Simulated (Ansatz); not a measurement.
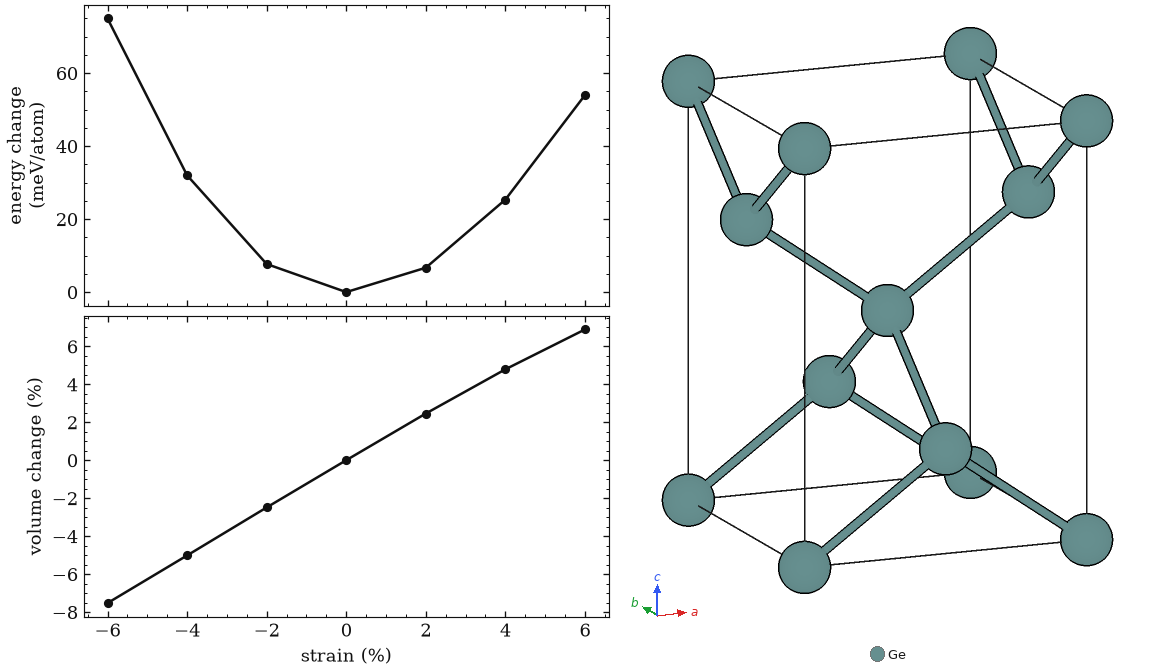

The figure shows the energy change and volume change against strain for Ge, space group Fd-3m (No. 227). The cell is drawn beside the plot.

Cell as given: a = 4.013 Å, b = 4.013 Å, c = 5.675 Å, α = 90.00°, β = 90.00°, γ = 90.00°; 4 atoms.

How it was computed, with Ansatz 0.2.0: energy, stress and cell of a relaxed crystal along a series of strains, atoms and what the cell freedom names relaxed within the symmetry; plane waves with PAW datasets, Γ-centred k mesh; energies extrapolated to zero smearing. Level: PBEsol, no spin polarisation.

wave cutoff 420 eV; k mesh 14×14×10; occupations Gaussian; smearing width 0.1 eV; strain kind biaxial in the ab plane; cell freedom length and tilt of c free.

Tabulate the plotted points.

```csv
strain (%),energy change (meV/atom),volume change (%)
-6,74.95,-7.53
-4,31.98,-5.02
-2,7.69,-2.49
0,0.00,0.00
2,6.68,2.46
4,25.34,4.79
6,53.96,6.89
```

Caveats: a crossing between the sampled k points may be missed; bands touch, and spin-orbit coupling could open a gap.
